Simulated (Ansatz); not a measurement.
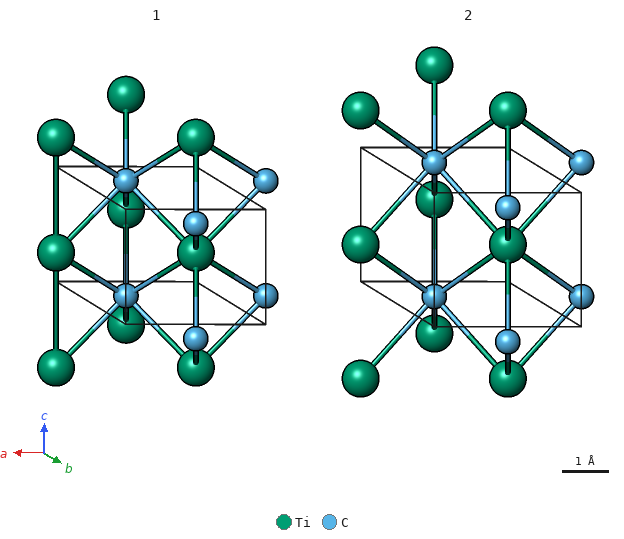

Two geometries of a crystal of TiC (a generated structure, set up in P-6m2) (coarse preliminary run), drawn at one scale. One is the start of a relaxation, the other its converged end. The picture is a ball-and-stick view of the cell of the calculation, seen from a free direction.

The calculation used DFT PBE, scalar-relativistic, plane waves, PAW (Ansatz). Settings: plane-wave cutoff 420 eV; k-point mesh 6 × 6 × 6; occupations gaussian; smearing width 0.1 eV; no spin polarisation; cell and atoms relaxed; force threshold 0.04 eV/Å; at most 70 steps.

**Which of the two is the end point?**

Structure 1 is the relaxed one. After 5 accepted moves (6 points after the start) the energy has fallen by 511 meV per atom. All forces vanish by symmetry, so only the cell relaxes. Pressure: −33.98 GPa at the start and −0.15 GPa at the end. The SCF was repeated once at an unchanged geometry on a basis and grid sized afresh for the cell, which shifted the energy by 1.6 meV per atom at most. No atom moves by more than 0.005 Å relative to the cell. The volume changes by −22.6 %, with a = b 3.213 → 3.053 Å (−5.0 %), c 3.128 → 2.684 Å (−14.2 %). Some distances before and after: Ti–Ti 3.128 → 2.684 Å, C–Ti 2.427 → 2.215 Å, Ti–Ti 3.213 → 3.053 Å. Among the angles between lasting bonds that change: C–Ti–C 80.3° → 74.6°, Ti–C–Ti 80.3° → 74.6°, Ti–C–Ti 82.9° → 87.1°. The space group stays P-6m2 (No. 187).
